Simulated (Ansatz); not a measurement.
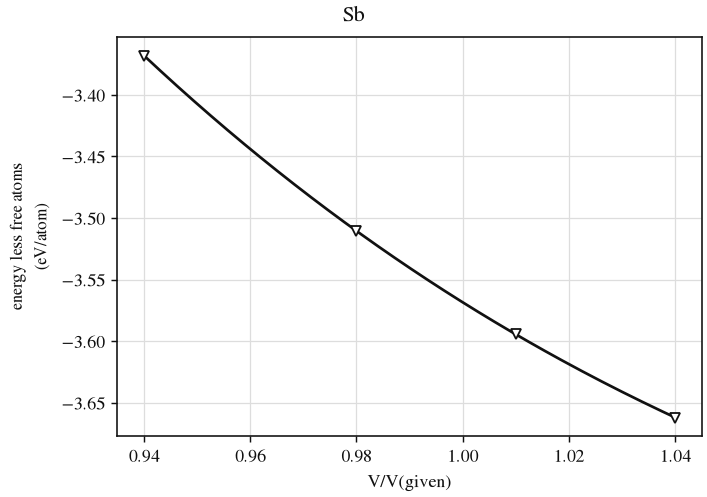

The picture above shows the energy less free atoms against V/V(given) for Sb, space group I4/mmm (No. 139).

Structure:
```
CELL_PARAMETERS angstrom
-1.50500 1.50500 2.48000
1.50500 -1.50500 2.48000
1.50500 1.50500 -2.48000
ATOMIC_POSITIONS crystal
Sb 0.00000 0.00000 0.00000
```

How it was computed, with Ansatz 0.2.0: periodic Kohn-Sham DFT of a crystal at fixed atoms, scaled to the stated factor times the given cell; pressure positive in compression, energy less spherical unpolarised free atoms. Level: PBE.

| setting | value |
| --- | --- |
| method | all-electron LAPW |
| relativity | scalar |
| k mesh | 19×19×19 |
| occupations | Fermi–Dirac |
| smearing width | 0.05 eV |
| basis error target | 0.25 (meV/atom) |
| nucleus | Gaussian |

V(given) is 22.47 Å³/atom.

From this curve and the settings, what does the calculation give for the pressure at the same points?

The pressure falls from 28.9 GPa at V/V(given) 0.94 to 14.3 GPa at 1.04.

| V/V(given) | pressure (GPa) |
| --- | --- |
| 0.94 | 28.9 |
| 0.98 | 22.1 |
| 1.01 | 17.9 |
| 1.04 | 14.3 |

Note: no spin-orbit coupling on heavy atoms; the volumes run don't bracket the minimum of the energy, so any equilibrium value is extrapolated; shape and atomic fractions are frozen while scaling, which makes layered, chain and framework solids too stiff.
